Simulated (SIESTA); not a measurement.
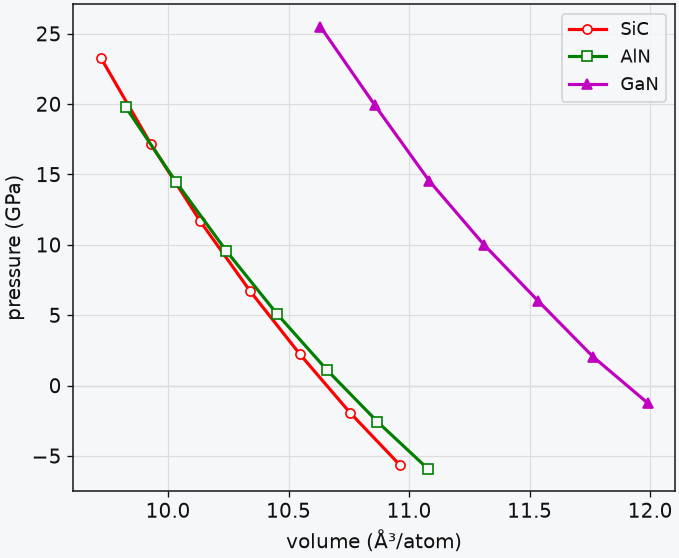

Plotted: pressure against volume, with one curve for each compound, for AlN, GaN and SiC (all in space group P6_3mc (No. 186)).

How it was computed, with SIESTA 5.4.2: DFT in numerical atomic orbitals with pseudopotentials, no spin polarisation; energies at scaled volumes of the given cell, shape and fractions fixed, counted from the fit's minimum, third-order Birch-Murnaghan fit. Level: PBE.

- occupations: Fermi–Dirac
- smearing width: 0.05 eV
- potentials: PseudoDojo 0.4 standard, converted to PSML, two zetas on semicore shells

Settings that differ: SiC: k mesh 10×10×5; AlN: k mesh 10×10×6; GaN: k mesh 10×10×5.

Order the curves by fitted equilibrium volume, smallest first.

SiC 10.655, AlN 10.719, GaN 11.904 Å³/atom.

Order the curves by fitted bulk modulus, smallest first.

GaN 173.5, AlN 192.0, SiC 210.0 GPa.

Keep in mind: basis without polarisation orbitals (GaN); mulliken charges of long orbitals; shape and atomic fractions are frozen while scaling, which makes layered, chain and framework solids too stiff.

The computed values:

SiC:
```
volume (Å³/atom)  pressure (GPa)
            9.72           23.31
            9.93           17.20
           10.13           11.66
           10.34            6.70
           10.55            2.21
           10.75           -1.92
           10.96           -5.64
```

AlN:
```
volume (Å³/atom)  pressure (GPa)
            9.82           19.80
           10.03           14.48
           10.24            9.57
           10.45            5.12
           10.66            1.10
           10.87           -2.57
           11.08           -5.91
```

GaN:
```
volume (Å³/atom)  pressure (GPa)
           10.63           25.51
           10.86           19.92
           11.08           14.53
           11.31           10.01
           11.54            5.99
           11.76            2.05
           11.99           -1.23
```
